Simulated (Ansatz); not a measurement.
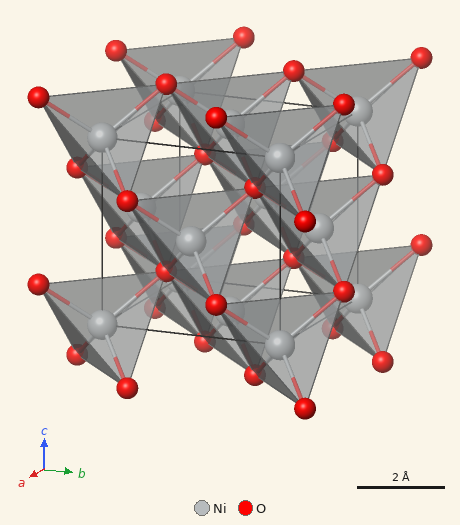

This is crystalline NiO (built on the zincblende type). Style: polyhedral. Shown: the conventional cell (4 times the calculation's cell), slightly off an axis. Lengths and directions refer to the drawn axes.

These are results of Ansatz, DFT PBE, scalar-relativistic, plane waves, PAW, not measurements. Set-up: plane-wave cutoff 420 eV; k-point mesh 12 × 12 × 12; occupations gaussian; smearing width 0.05 eV; collinear spin.

The variant: The cell is strained by +1.1 % along [3 2 −1], −0.9 % roughly along [0 2 3], −2.3 % along [1 −1 1] (volume −2.0 %) and atoms are displaced by 0.08 Å relative to the cell: Ni1 0.08 Å roughly along [0 1 1], O2 0.08 Å roughly along [0 −1 −1]. No relaxation follows.

Input
```yaml
crystal:
  lattice:
    - [-0.0522915597, 2.2157754432, 2.2249087516]
    - [2.2020605638, -0.0221031976, 2.1947203895]
    - [2.2135505282, 2.1970770455, -0.033593162]
  atoms:
    - { symbol: Ni, position: [-0.0045273702, -0.0215422367, 0.0264336917], spin: 1.62 }
    - { symbol: O, position: [0.2545273702, 0.2715422367, 0.2235663083] }
basis:
  ecutwfc: 420
  ecutrho_ratio: 4
kpoints:
  mp_grid: { grid: [12, 12, 12] }
hamiltonian:
  xc: pbe
scf:
  occupations: { method: gaussian, width: 0.05 }
output:
  forces: true
  stress: true
  eigenvalues: true
  populations: true
magnetization:
  spin_polarized: true
```

Command:
```bash
ansatz run input.yaml --threads 2 --pin off --max-ram 2662MiB --backend cpu --events-out ev --progress --plain --runs-dir out
```

### Predict the response.

It costs 50.4 meV per atom. Pressure: 0.0 GPa before, 5.0 GPa after. The principal stresses (compression positive) are 14.7 GPa roughly along [2 −2 −1], 3.8 GPa roughly along [0 1 −2], −3.6 GPa along [2 2 1]. The largest forces, 1.2 eV/Å, act on Ni1 and O2; on O2 it points along [−1 2 3]. The forces mostly point back along the displacements (cosine −0.91). The absolute magnetisation per cell goes from 1.96 to 1.84 μB (net moment 1.94 and 1.82 μB). Among the bonded contacts that change: Ni–O 1.941 → 1.815 to 2.073 Å. The space group (tolerance 0.01 Å) goes from F-43m (No. 216) to P1 (No. 1).

Drawn alike, the variant:

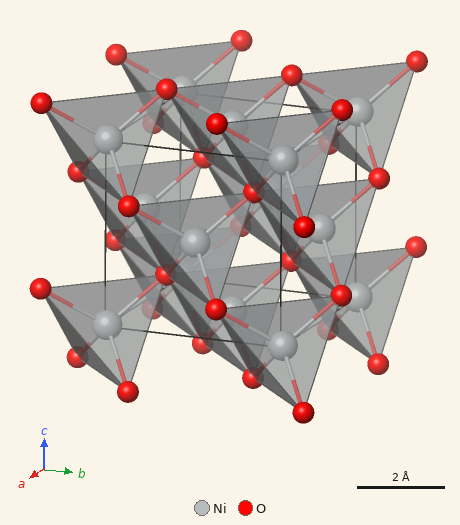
